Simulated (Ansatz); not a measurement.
## Energy of TiAl along a strain of the cell

System: TiAl (Pmmm, 2 atoms in the cell).
Method: DFT PBEsol, scalar-relativistic, plane waves, PAW, no spin polarisation (Ansatz 0.2.0).

The 7 runs differ only in the geometry, by a strain of the cell at fixed fractional positions. Against run 4, the strain is εxx = −0.95 η and εyy = η. The structure derives from an entry of the Crystallography Open Database.

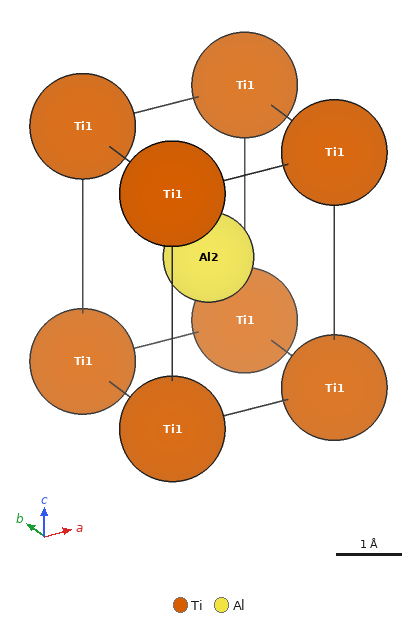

Figure 1. The structure of run 4 (spheres-only view of the cell of the calculation, seen at an oblique angle; atoms are numbered from 1 in the order of the input). An atom can appear more than once, as a periodic image.

### Input of run 4
```yaml
crystal:
  lattice:
    - [2.9082325, 0.0, 0.0]
    - [0.0, 2.7663675, 0.0]
    - [0.0, 0.0, 4.0591]
  atoms:
    - { symbol: Ti, position: [0.0, 0.0, 0.0] }
    - { symbol: Al, position: [0.5, 0.5, 0.5] }
basis:
  ecutwfc: 420
kpoints:
  mp_grid: { grid: [16, 16, 12] }
hamiltonian:
  xc: pbesol
scf:
  occupations: { method: gaussian, width: 0.15 }
output:
  forces: true
  stress: true
  eigenvalues: true
```

Command:
```bash
ansatz run input.yaml --threads 1 --pin off --max-ram 2560MiB --backend cpu --events-out ev --progress --plain --runs-dir out
```

Run 6 differs from it as follows:
```diff
-    - [2.9082325, 0.0, 0.0]
-    - [0.0, 2.7663675, 0.0]
+    - [2.695435, 0.0, 0.0]
+    - [0.0, 2.979165, 0.0]
```

### Results, with one run withheld

```tsv
run	strain parameter η (%)	free energy per atom, from the lowest run given (meV)	pressure (GPa)
1	−6.4103	99.43	−1.26
2	−5.1282	71.55	−1.99
3	−3.8462	48.53	−2.60
4	0.0000	6.02	−3.72
5	1.2821	0.00	−3.88
6	7.6923	?	?
7	12.8205	132.07	−0.43
```

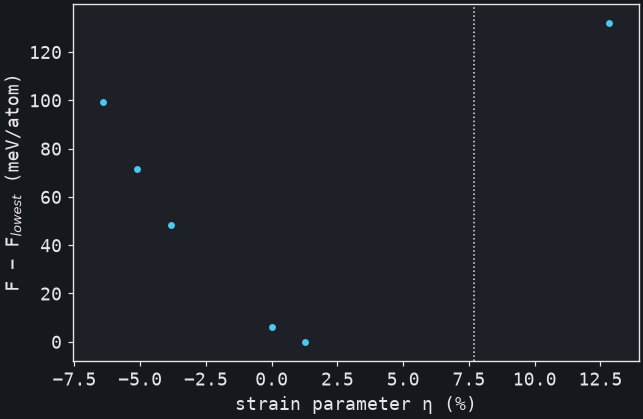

Figure 2. Free energy per atom of the runs given; the dotted line marks run 6.

Estimate the energy of run 6 from the others.

A cubic polynomial in the coordinate, fitted to the 6 runs given, misses them by at most 0.24 meV per atom. With x = η + 0.2137, it reads F = 7.1301 − 6.5931 x + 1.3064 x² − 0.0050029 x³ (meV per atom). At run 6 it gives 34.19 meV per atom, and the run itself gives 30.17. The fit has its minimum at η = 2.3474 %. The miss comes from the order of the polynomial or from scatter in that run; these data can't tell which.

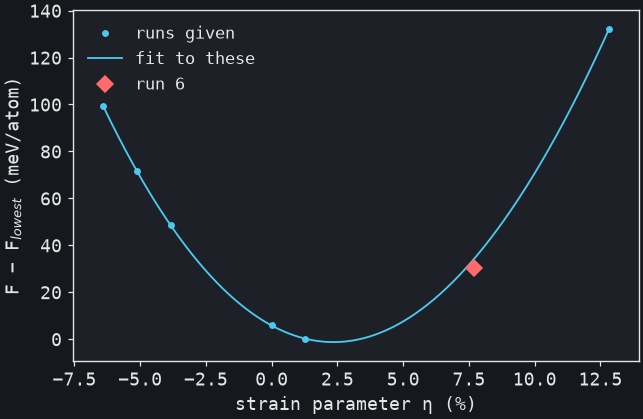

Figure 3. The fit and the withheld run.

### Output, shortened to warnings, some set-up lines, iterations and results (run 6)
```
Basis set: ecut = 420 eV, 637 PW (Γ), exchange–correlation on 40×40×60 points (8 copies of the dense FFT grid, shifted against one another)
Symmetry: 8 space group operations
k-points: 567 of 3072
Initial density: superposition of atomic densities (neutral atoms: chi_scale 0, normalization atom), corrected by the library's trained network
[...]
SCF iter   1: F=—  HF=-2999.199733 eV  |F-HF|=—  |Δ(HF+E_count)|=         —  Δρ=4.96e-3  dr2=5.29e-3  ethr=1.77e-3  ⟨swp⟩=5.0  Hψ=33921  notcnv=0
SCF iter   2: F=—  HF=-2999.198259 eV  |F-HF|=—  |Δ(HF+E_count)|=   1.47e-3  Δρ=2.28e-3  dr2=1.36e-3  ethr=3.52e-5  ⟨swp⟩=1.4  Hψ=12090  notcnv=0
SCF iter   3: F=—  HF=-2999.197912 eV  |F-HF|=—  |Δ(HF+E_count)|=   3.47e-4  Δρ=3.18e-4  dr2=2.13e-5  ethr=9.08e-6  ⟨swp⟩=2.8  Hψ=10703  notcnv=0
SCF iter   4: F=—  HF=-2999.197913 eV  |F-HF|=—  |Δ(HF+E_count)|=   7.03e-7  Δρ=9.47e-5  dr2=3.45e-6  ethr=1.42e-7  ⟨swp⟩=2.8  Hψ=11039  notcnv=0
SCF iter   5: F=-2999.197912 eV  HF=-2999.197912 eV  |F-HF|=2.53e-8  |Δ(HF+E_count)|=   6.96e-7  Δρ=1.92e-5  dr2=7.49e-8  ethr=2.30e-8  ⟨swp⟩=2.1  Hψ=8493  notcnv=0
SCF iter   6: F=-2999.197912 eV  HF=-2999.197912 eV  |F-HF|=5.73e-10  |Δ(HF+E_count)|=   3.67e-9  Δρ=3.24e-6  dr2=1.78e-9  ethr=4.99e-10  ⟨swp⟩=2.2  Hψ=24254  notcnv=0
SCF 1 converged in 6 iterations: F = -2999.197912 eV  dr2 = 1.78e-9
SCF converged after 6 iterations
Free energy (F): -2999.197912 eV
Harris-Foulkes:  -2999.197912 eV  (|F-HF|=5.73e-10)
Internal energy: -2999.178151 eV  (E = F + TS)
E sigma→0 (E₀):  -2999.188032 eV
Entropy (-TS):   -0.019761 eV (-9.880 meV/atom)
Fermi energy:    10.875184 eV
--- Per-component energies (eV) ---
  E_band       = -165.895601
  E_kinetic    = 296.259032
  E_local      = -1082.288734  (includes V_loc(G=0)·N_el)
  E_nonlocal   = 20.537843
  E_hartree    = 462.811831
  E_xc         = -136.497572
  E_vxc        = -151.174098  (∫ρ·V_xc dr)
  E_paw        = -1477.820067  (= ΣΔE_a)
  E_vpaw       = -174.853039  (= ΣTr[D̂ρ^β])
  E_aug_tail   = 0.000112  (compensation charges beyond the density's cutoff)
  E_ewald      = -1082.339120
  E_core_change = 0.158523  (= ΣΔE_core)
  E_smearing   = -0.019761  (= −TS)
  E_closure    = 0.000000  (closes the sum)
  Σ components = -2999.197912   (vs F -2999.197912, Δ=0.00e0)
--- Forces (eV/Å), atoms counted from 1 ---
  atom   1  Ti    -0.00000000     0.00000000     0.00000000
  atom   2  Al     0.00000000     0.00000000     0.00000000
  max |Σ_I F_I| component: 1.85e-32 eV/Å
--- Stress (GPa, compression-positive) ---
        3.629645       0.000000       0.000000
        0.000000      -9.348044       0.000000
        0.000000       0.000000      -3.552454
  P = ⅓ Tr σ = -3.0903 GPa (-30.903 kbar)
```
